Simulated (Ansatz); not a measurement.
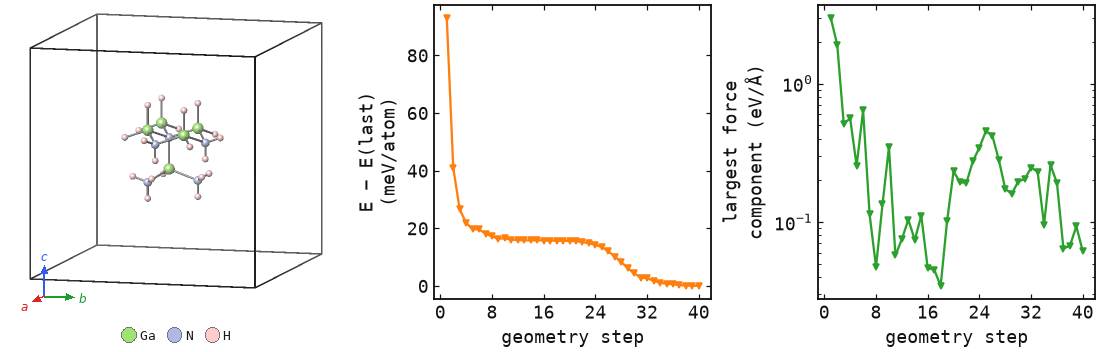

Beside the plot: the structure at the start.

History of a geometry optimisation. Only the atoms move.

```
crystal:
  lattice:
    - [15.4, 0.0, 0.0]
    - [0.0, 14.5, 0.0]
    - [0.0, 0.0, 14.5]
  atoms:
    - { symbol: Ga, position: [0.4477527774, 0.4538384892, 0.4129227035] }
    - { symbol: Ga, position: [0.3432583322, 0.3897639789, 0.5937168559] }
    - { symbol: Ga, position: [0.5522472226, 0.3897639789, 0.5937168559] }
    - { symbol: Ga, position: [0.4477527774, 0.5819875098, 0.5937168559] }
    - { symbol: Ga, position: [0.6567416678, 0.5819875098, 0.5937168559] }
    - { symbol: "N", position: [0.4477527774, 0.4538384892, 0.549146262] }
    - { symbol: "N", position: [0.6567416678, 0.4538384892, 0.549146262] }
    - { symbol: "N", position: [0.5522472226, 0.64606202, 0.549146262] }
    - { symbol: "N", position: [0.5522472226, 0.3897639789, 0.3683521097] }
    - { symbol: "N", position: [0.4477527774, 0.5819875098, 0.3683521097] }
    - { symbol: H, position: [0.364362929, 0.402705018, 0.3773539701] }
    - { symbol: H, position: [0.3432583322, 0.2874970365, 0.5581481224] }
    - { symbol: H, position: [0.2598684838, 0.4408974501, 0.5581481224] }
    - { symbol: H, position: [0.3432583322, 0.3897639789, 0.7019927179] }
    - { symbol: H, position: [0.5522472226, 0.2874970365, 0.5581481224] }
    - { symbol: H, position: [0.5522472226, 0.3897639789, 0.7019927179] }
    - { symbol: H, position: [0.364362929, 0.6331209809, 0.5581481224] }
    - { symbol: H, position: [0.4477527774, 0.5819875098, 0.7019927179] }
    - { symbol: H, position: [0.7401315162, 0.6331209809, 0.5581481224] }
    - { symbol: H, position: [0.6567416678, 0.5819875098, 0.7019927179] }
    - { symbol: H, position: [0.6567416678, 0.4538384892, 0.4788014344] }
    - { symbol: H, position: [0.710918512, 0.4206180174, 0.5722546111] }
    - { symbol: H, position: [0.5522472226, 0.64606202, 0.4788014344] }
    - { symbol: H, position: [0.5522472226, 0.7125029635, 0.5722546111] }
    - { symbol: H, position: [0.5522472226, 0.3233230354, 0.3914604588] }
    - { symbol: H, position: [0.6064240668, 0.4229844506, 0.3914604588] }
    - { symbol: H, position: [0.5522472226, 0.3897639789, 0.2980072821] }
    - { symbol: H, position: [0.3935759332, 0.6152079815, 0.3914604588] }
    - { symbol: H, position: [0.5019296216, 0.6152079815, 0.3914604588] }
    - { symbol: H, position: [0.4477527774, 0.5819875098, 0.2980072821] }
basis:
  ecutwfc: 420
kpoints:
  mp_grid: { grid: [1, 1, 1] }
hamiltonian:
  xc: pbe
scf:
  occupations: { method: gaussian, width: 0.05 }
output:
  forces: true
  eigenvalues: true
  populations: true
  write_density: true
  write_potential: true
  elf: true
  volumetric_format: npy
relax:
  adjacent_minimum: "off"
  f_tol: 0.03
  max_steps: 40
```

Launched with:
```bash
ansatz run input.yaml --threads 4 --pin off --max-ram 11264MiB --backend cpu --events-out ev --progress --plain --runs-dir out
```

How did it end, and what did it gain?

Answer. It had not finished: it stopped at geometry 40. The energy fell by about 93 meV/atom from the first step to the last. Steps 6, 10 and 15 went uphill and were rejected by the line search. The largest force component goes from about 3 eV/Å at the start to 0.061 eV/Å at the end.
